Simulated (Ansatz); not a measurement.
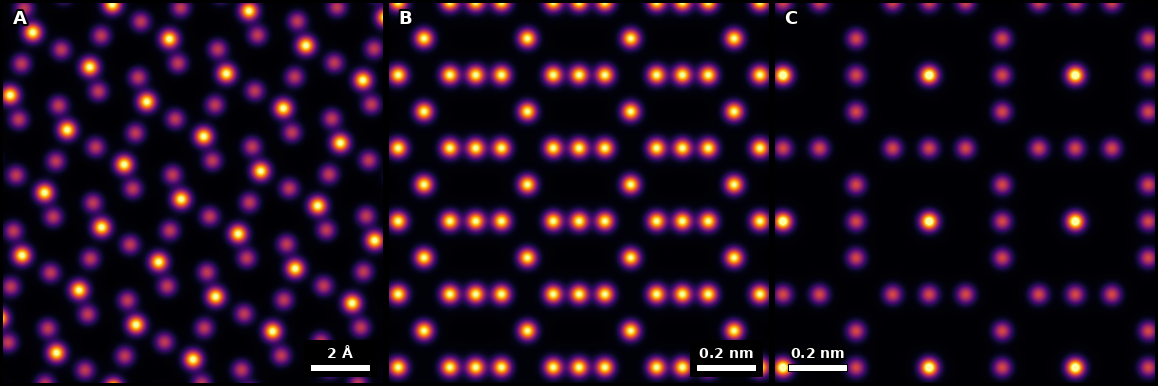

Three views of Ti (Pm-3n, No. 223) along different zone axes. Simulated incoherent Z contrast: every atom adds Z^1.7 spread by a probe of 0.50 Å full width; channelling and multiple scattering are left out. The probe carries 15 % of its weight in a tail 2.5 times as wide. Structure used: the geometry relaxed with Ansatz 0.2.0, DFT, PBEsol, plane waves (420 eV) with PAW, scalar-relativistic; the starting structure was generated, so it need not be a known form of this composition.

```cif
data_structure
_symmetry_space_group_name_H-M 'P 1'
_symmetry_Int_Tables_number 1
_cell_length_a 5.1175
_cell_length_b 5.1175
_cell_length_c 5.1175
_cell_angle_alpha 90.000
_cell_angle_beta 90.000
_cell_angle_gamma 90.000
_cell_volume 134.02
loop_
_atom_site_label
_atom_site_type_symbol
_atom_site_fract_x
_atom_site_fract_y
_atom_site_fract_z
_atom_site_occupancy
Ti1 Ti 0.00000 0.00000 0.00000 1
Ti2 Ti 0.50000 0.50000 0.50000 1
Ti3 Ti 0.25000 0.00000 0.50000 1
Ti4 Ti 0.75000 0.00000 0.50000 1
Ti5 Ti 0.50000 0.25000 0.00000 1
Ti6 Ti 0.50000 0.75000 0.00000 1
Ti7 Ti 0.00000 0.50000 0.25000 1
Ti8 Ti 0.00000 0.50000 0.75000 1
```

> Match the panels to the zone axes [001], [110] and [211].

A is [211]: projected cell 2.95 × 3.62 Å, 90°, plane group p2mg. B is [110]: projected cell 2.56 × 3.62 Å, 90°, plane group p2mm. C is [001]: projected cell 5.12 × 5.12 Å, 90°, plane group p4mm.
